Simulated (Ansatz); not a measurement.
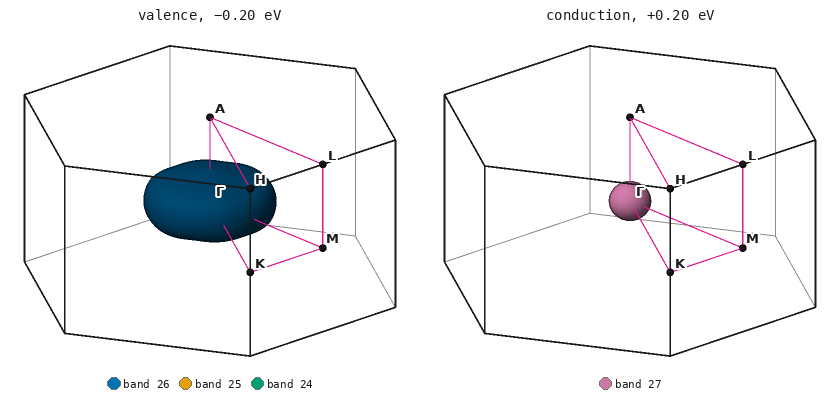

MgTe in space group P6_3mc: constant-energy surfaces at both band edges (energies from each edge).

Computed with DFT PBE, scalar-relativistic, plane waves, PAW; levels and slopes on a dense k mesh at the converged density (Ansatz 0.2.0). No spin polarisation. k mesh for the levels: 30×30×16. Cell and positions as given, without relaxation.

Masses come from a second pass at points close to the extrema; at the energies drawn a band may no longer be parabolic.

What kind of gap has this crystal, and what size does the calculation give?

The gap is direct, 2.56 eV at this level of theory (semilocal functionals give gaps that are too small, and can reorder valleys that lie close).

Give the valleys and their effective masses.

Valence band (extrema up to 0.20 eV from the edge): one maximum at Γ, principal masses 0.15, 2.15 and 2.15 mₑ. Band 26 forms the valence edge; band 25 begins 0.15 eV lower (at Γ) and band 24 begins 0.15 eV lower (at Γ).
Conduction band (extrema up to 0.20 eV from the edge): one minimum at Γ, principal masses 0.16, 0.18 and 0.18 mₑ. Band 27 forms the conduction edge.

Where one band's surface lies inside another's, the outer one hides all or part of it.

Spin-orbit coupling, left out here, can change the gap, its kind, the place of the band edges and the masses, since the compound holds Te.
